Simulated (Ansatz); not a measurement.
# Energy of PbS along an even scaling of the cell

System: PbS (Fm-3m, 2 atoms in the cell).
Method: Kohn-Sham DFT of a periodic cell, PBE, Ansatz PAW small core, spin-polarised (Ansatz 0.2.0).

The 5 runs differ only in the geometry, by an even scaling of the cell at fixed fractional positions. The structure derives from an entry of the Crystallography Open Database.

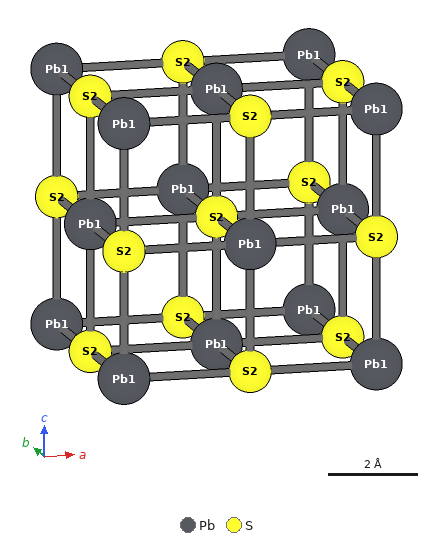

Figure 1. The structure of run 3 (ball-and-stick view of the cell 4 times as large as that of the calculation, set on its symmetry axes, seen slightly off an axis; atoms are numbered from 1 in the order of the input).

**Input of run 3**
```yaml
crystal:
  lattice:
    - [0.0, 2.96575, 2.96575]
    - [2.96575, 0.0, 2.96575]
    - [2.96575, 2.96575, 0.0]
  atoms:
    - { symbol: Pb, position: [0.0, 0.0, 0.0], spin: 0.5 }
    - { symbol: S, position: [0.5, 0.5, 0.5] }
hamiltonian:
  xc: pbe
  pseudopotentials: { kind: paw, core: small }
magnetization:
  spin_polarized: true
kpoints:
  mp_grid: { grid: [8, 8, 8] }
scf:
  occupations: { method: gaussian, width: 0.02 }
output:
  forces: true
  stress: true
  eigenvalues: true
```

Command:
```bash
ansatz run input.yaml --threads 1 --pin off --max-ram 2560MiB --backend cpu --events-out ev --progress --plain --runs-dir out
```

Lattice vectors (Å) and fractional positions of run 3:
```
   0.000000    2.965750    2.965750
   2.965750    0.000000    2.965750
   2.965750    2.965750    0.000000
Pb  0.000000  0.000000  0.000000
S   0.500000  0.500000  0.500000
```

Run 2 differs from it as follows:
```diff
-    - [0.0, 2.96575, 2.96575]
-    - [2.96575, 0.0, 2.96575]
-    - [2.96575, 2.96575, 0.0]
+    - [0.0, 2.9256673838, 2.9256673838]
+    - [2.9256673838, 0.0, 2.9256673838]
+    - [2.9256673838, 2.9256673838, 0.0]
```

**Results, with one run withheld**

```csv
run,volume per atom (Å³),"free energy per atom, from the lowest run given (meV)",pressure (GPa),gap on the mesh (eV)
1,24.521,47.38,6.61,0.11
2,25.042,?,?,?
3,26.086,5.30,2.23,0.36
4,26.607,0.00,1.05,0.43
5,27.651,0.04,−0.99,0.55
```

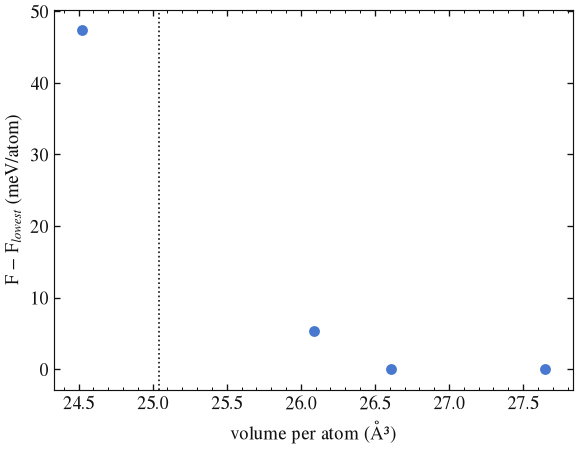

Figure 2. Free energy per atom of the runs given; the dotted line marks run 2.

Estimate the energy of run 2 from the others.

A quadratic polynomial in V^(−2/3) (the Birch–Murnaghan form), fitted to the 4 runs given, misses them by at most 0.01 meV per atom. With x = V^(−2/3) − 0.11343 Å⁻², it reads F = 4.1095 + 4378.1 x + 8.3025e+05 x² (meV per atom). At run 2 it gives 28.59 meV per atom, and the run itself gives 28.52. The slope of the fit gives a pressure −dF/dV of 4.99 GPa there, and the run prints 5.00 GPa. The fit has its minimum at 27.116 Å³ per atom, where V d²F/dV² gives 53.5 GPa: the bulk modulus at this level, since symmetry fixes the shape and the positions. The gap on the mesh goes, without turning, from 0.11 eV in run 1 to 0.55 eV in run 5; run 2 has 0.20 eV. These are gaps of this functional on this mesh, which can miss the band edges; they aren't the measured gap.

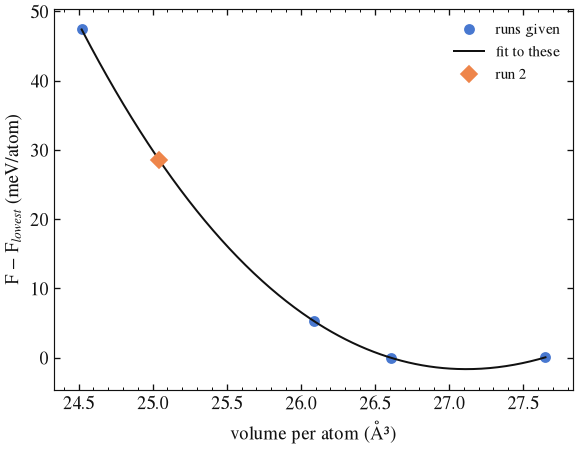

Figure 3. The fit and the withheld run.

**Output, shortened to warnings, some set-up lines, iterations and results (run 2)**
```
Warning: of Pb the run reads no dataset of the core that `hamiltonian.pseudopotentials.core` asks for: this build lists none beside the file that it uses, or the input names that file
WARN: the starting moments were not kept: the SCF closed with an absolute magnetisation of 2.4e-6 μB, where they sum to 0.5 μB in size (1 site). That is at most 0.1 of that sum. Measured as dr2_m measures the in/out step, that magnetisation stands 7.0e-13 eV from none, at or under the dr2_threshold of 1.0e-7 eV: it is no larger than a step whose dr2_m would equal this threshold. The system may …
Basis set: ecut = 420 eV, 941 PW (Γ), exchange–correlation on 60×60×60 points (8 copies of the dense FFT grid, shifted against one another)
Symmetry: 48 space group operations
k-points: 29 of 512
Initial density: superposition of atomic densities (chi_scale 0.1, normalization cell)
[...]
SCF iter   1: F=—  HF=-12809.942552 eV  |F-HF|=—  |Δ(HF+E_count)|=         —  Δρ=2.67e-2 (↑2.67e-2 ↓2.16e-2)  dr2=1.60e0  dr2_m=1.06e-1  M=0.000 μB ∫|m|=0.026 μB  β_m=0.30  …
SCF iter   2: F=—  HF=-12809.509921 eV  |F-HF|=—  |Δ(HF+E_count)|=   4.33e-1  Δρ=1.30e-2 (↑1.30e-2 ↓1.20e-2)  dr2=1.17e-1  dr2_m=5.25e-2  M=0.000 μB ∫|m|=0.024 μB  β_m=0.30  …
SCF iter   3: F=—  HF=-12809.501633 eV  |F-HF|=—  |Δ(HF+E_count)|=   8.29e-3  Δρ=8.65e-3 (↑8.34e-3 ↓8.65e-3)  dr2=2.22e-2  dr2_m=2.60e-2  M=0.000 μB ∫|m|=0.019 μB  β_m=0.30  …
SCF iter   4: F=—  HF=-12809.507581 eV  |F-HF|=—  |Δ(HF+E_count)|=   5.95e-3  Δρ=5.64e-3 (↑5.64e-3 ↓5.01e-3)  dr2=4.11e-4  dr2_m=1.29e-2  M=0.000 μB ∫|m|=0.015 μB  β_m=0.30  …
SCF iter   5: F=—  HF=-12809.509405 eV  |F-HF|=—  |Δ(HF+E_count)|=   1.82e-3  Δρ=3.89e-3 (↑3.89e-3 ↓3.61e-3)  dr2=9.78e-5  dr2_m=6.42e-3  M=0.000 μB ∫|m|=0.011 μB  β_m=0.30  …
SCF iter   6: F=—  HF=-12809.510302 eV  |F-HF|=—  |Δ(HF+E_count)|=   8.98e-4  Δρ=2.72e-3 (↑2.72e-3 ↓2.57e-3)  dr2=3.90e-5  dr2_m=3.19e-3  M=0.000 μB ∫|m|=0.009 μB  β_m=0.65  …
SCF iter   7: F=—  HF=-12809.511226 eV  |F-HF|=—  |Δ(HF+E_count)|=   9.23e-4  Δρ=7.33e-5 (↑6.32e-5 ↓7.33e-5)  dr2=1.16e-6  dr2_m=1.90e-6  M=0.000 μB ∫|m|=0.002 μB  β_m=0.64  …
SCF iter   8: F=—  HF=-12809.511228 eV  |F-HF|=—  |Δ(HF+E_count)|=   2.11e-6  Δρ=3.64e-5 (↑3.41e-5 ↓3.64e-5)  dr2=5.66e-8  dr2_m=5.54e-7  M=0.000 μB ∫|m|=0.001 μB  β_m=0.78  …
SCF iter   9: F=—  HF=-12809.511229 eV  |F-HF|=—  |Δ(HF+E_count)|=   8.82e-7  Δρ=1.89e-5 (↑1.89e-5 ↓1.49e-5)  dr2=1.66e-7  dr2_m=1.07e-7  M=0.000 μB ∫|m|=0.000 μB  β_m=0.79  …
SCF iter  10: F=—  HF=-12809.511229 eV  |F-HF|=—  |Δ(HF+E_count)|=   1.52e-7  Δρ=9.58e-6 (↑1.74e-6 ↓9.58e-6)  dr2=9.64e-8  dr2_m=8.59e-9  M=0.000 μB ∫|m|=0.000 μB  β_m=0.60  …
SCF iter  11: F=—  HF=-12809.511229 eV  |F-HF|=—  |Δ(HF+E_count)|=   1.42e-8  Δρ=1.25e-6 (↑6.36e-7 ↓1.25e-6)  dr2=8.38e-10  dr2_m=3.37e-10  M=0.000 μB ∫|m|=0.000 μB  β_m=0.80 …
SCF iter  12: F=-12809.511229 eV  HF=-12809.511229 eV  |F-HF|=3.64e-12  |Δ(HF+E_count)|=  7.44e-10  Δρ=1.14e-7 (↑7.62e-8 ↓1.14e-7)  dr2=4.93e-12  dr2_m=3.74e-12  M=0.000 μB …
SCF 1 converged in 12 iterations: F = -12809.511229 eV  dr2 = 4.93e-12
WARN: the starting moments were not kept: the SCF closed with an absolute magnetisation of 2.4e-6 μB, where they sum to 0.5 μB in size (1 site). That is at most 0.1 of that sum. Measured as dr2_m measures the in/out step, that magnetisation stands 7.0e-13 eV from none, at or under the dr2_threshold …
SCF converged after 12 iterations
Magnetization: 0.0000 μB (10.0000 up, 10.0000 down)
Absolute magnetization: 0.0000 μB (∫|ρ↑−ρ↓|, with the PAW one-centre terms)
Spin contamination: 0.0000 ħ² per cell (⟨S²⟩ above its minimum at these occupations)
Per-site moments (μB) at R_I (Å): [(6.935141413177849e-8, 1.2068377958175), (-1.0694614475233902e-6, 1.2068377958175)]
Free energy (F): -12809.511229 eV
Harris-Foulkes:  -12809.511229 eV  (|F-HF|=3.64e-12)
Internal energy: -12809.511229 eV  (E = F + TS)
E sigma→0 (E₀):  -12809.511229 eV
Fermi energy:    9.264871 eV
--- Per-component energies (eV) ---
  E_band       = -44.841456
  E_kinetic    = 395.079792
  E_local      = -1191.295646  (includes V_loc(G=0)·N_el)
  E_nonlocal   = 378.656086
  E_hartree    = 464.788960
  E_xc         = -319.164096
  E_vxc        = -221.346857  (∫ρ·V_xc dr)
  E_paw        = -11003.486486  (= ΣΔE_a)
  E_vpaw       = -335.512794  (= ΣTr[D̂ρ^β])
[...]
```

Notes on the run: some starting moments were not kept. Spin–orbit coupling is left out, which matters for Pb.
